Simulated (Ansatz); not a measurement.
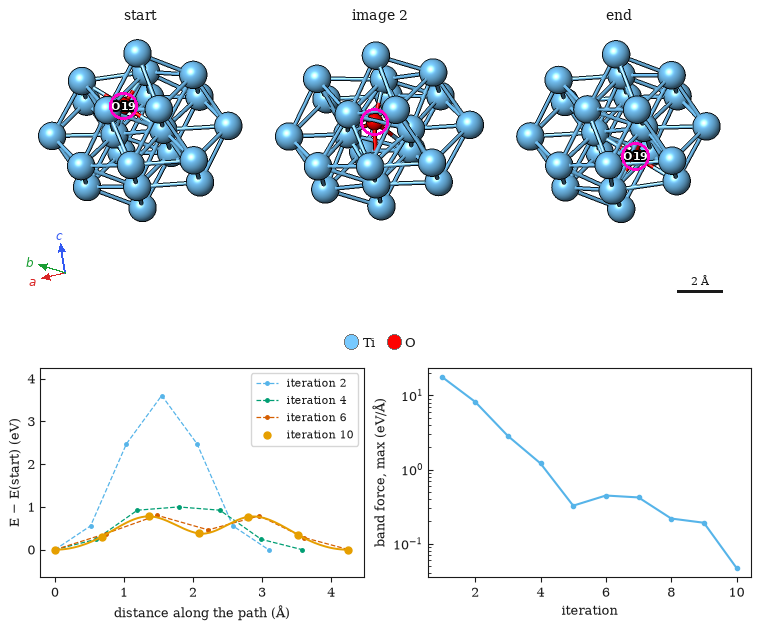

A nudged-elastic-band calculation for a defect cell of composition Ti18O (19 atoms in the cell). Images are numbered from 0 (start) to 6 (end). The plot follows the band through its iterations. A ball-and-stick model of the atoms within 4.4 Å of the middle of the path, seen from a free direction. The moving atom is ringed, with any periodic copies. Bonds to atoms that aren't drawn are left out.

Method: DFT PBEsol, scalar-relativistic, plane waves, PAW in Ansatz. Run with plane-wave cutoff 420 eV; k-point mesh 4 × 4 × 4; Gaussian smearing 0.1 eV; 5 movable images; climbing image.

### Judge this run.

The run is converged, with reservations. The band converged in 10 iterations. The largest component of the band force went from 18 to 0.047 eV/Å. The climbing image converged on the top of the path. Its curvatures weren't checked. The first iteration put the highest image at 8.64 eV. The barrier is about 0.78 eV in both directions, with image 2 at the top; the ends have the same energy. The profile has 2 maxima (images 2, 4) with a dip at image 3 (+0.38 eV), so the process runs in steps.

Limits of the set-up: the periodic images lie only 6.8 Å apart, so the values are limited by the cell's size.

The run took 20 min on 4 threads of Intel(R) Xeon(R) 6975P-C (Granite Rapids), on a shared host, peak memory 5.3 GiB.
